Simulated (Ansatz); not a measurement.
Al₂Cu

Input file:

```
crystal:
  lattice:
    - [6.05227354, 0.0, 0.0]
    - [0.0, 6.05227354, 0.0]
    - [0.0, 0.0, 4.7997293574]
  atoms:
    - { symbol: Al, position: [0.1593393174, 0.3406606826, 0.0] }
    - { symbol: Al, position: [0.1593393174, 0.6593393174, 0.5] }
    - { symbol: Al, position: [0.8406606826, 0.3406606826, 0.5] }
    - { symbol: Al, position: [0.8406606826, 0.6593393174, 0.0] }
    - { symbol: Al, position: [0.6593393174, 0.8406606826, 0.5] }
    - { symbol: Al, position: [0.6593393174, 0.1593393174, 0.0] }
    - { symbol: Al, position: [0.3406606826, 0.8406606826, 0.0] }
    - { symbol: Al, position: [0.3406606826, 0.1593393174, 0.5] }
    - { symbol: Cu, position: [0.0, 0.0, 0.75] }
    - { symbol: Cu, position: [0.0, 0.0, 0.25] }
    - { symbol: Cu, position: [0.5, 0.5, 0.25] }
    - { symbol: Cu, position: [0.5, 0.5, 0.75] }
basis:
  ecutwfc: 420
kpoints:
  mp_grid: { grid: [6, 6, 8] }
hamiltonian:
  xc: pbesol
scf:
  occupations: { method: gaussian, width: 0.1 }
output:
  forces: true
  stress: true
  eigenvalues: true
  write_density: true
  write_potential: true
  elf: true
  volumetric_format: npy
relax:
  adjacent_minimum: "off"
  f_tol: 0.008
  max_steps: 40
  cell: { stress_tol: 0.015, fix: [a, b, gamma] }
```

Launched as:

```sh
ansatz run input.yaml --threads 1 --pin off --max-ram 2560MiB --backend cpu --events-out ev --progress --plain --runs-dir out
```

Below, planes, directions and counts refer to the conventional cell (a = 6.05 Å, b = 6.05 Å, c = 4.80 Å, α = 90.00°, β = 90.00°, γ = 90.00°).

The fields are those of the relaxed geometry.

Space group I4/mcm; a structure from a database of computed crystals, not necessarily the ambient phase; changed on purpose from its base cell (biaxial strain in the a-b plane, c and atoms relaxed: +1.0 %); computed without spin polarisation.

Computed with DFT PBEsol, scalar-relativistic, plane waves, PAW in Ansatz.

The density is the valence pseudo-density of a PAW calculation; it isn't the true density close to the nuclei.

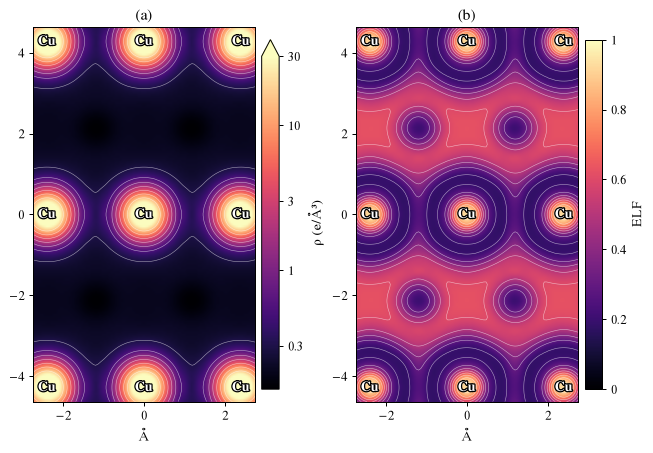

Figure 1. (a) valence charge density (pseudo); (b) ELF on the (11̄0) plane of the conventional cell.

**Interpret the plot.**

- The section cuts through Cu sites.
- Atoms just off the plane (Al, 0.8 Å away) can leave unmarked features too.
- Cu–Cu (2.40 Å): the density is about 0.33 e/Å³ at the midpoint; the ELF is about 0.25 at the midpoint; no localised pair shows between them.
- Between the atoms the lowest density in this plane is 0.18 e/Å³.
- The features right at Cu lie inside the PAW spheres, where the map follows smoothed inner orbitals and isn't to be read closely.

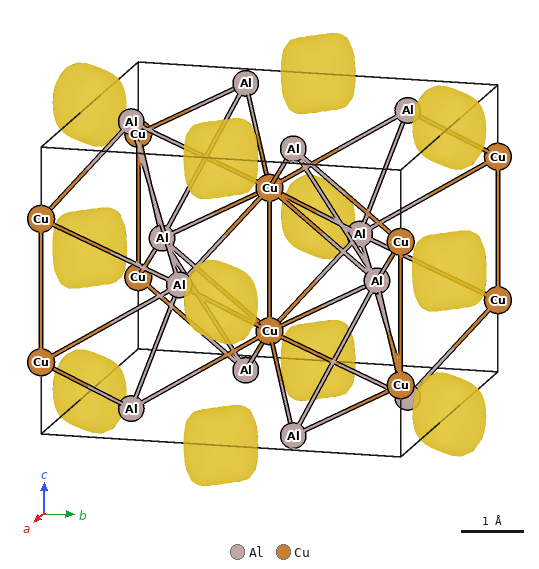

Figure 2. Isosurface of the ELF at 0.7 (yellow), seen slightly off an axis. Only the valence region is drawn (cores and ρ < 0.01 e/Å³ removed). Sticks mark near contacts.

**Describe the localisation domains.**

At this value the surface marks out four regions between bonded Al–Al atoms, counted in one cell of 12 atoms. Any copies at cell faces, edges or corners count once.


 Al–Cu (2.58 Å): the ELF peaks at about 0.65 between the atoms.

**Does the calculation make it a metal, or give it a gap?**

It is metallic or semimetallic at this level of theory: no gap opens.
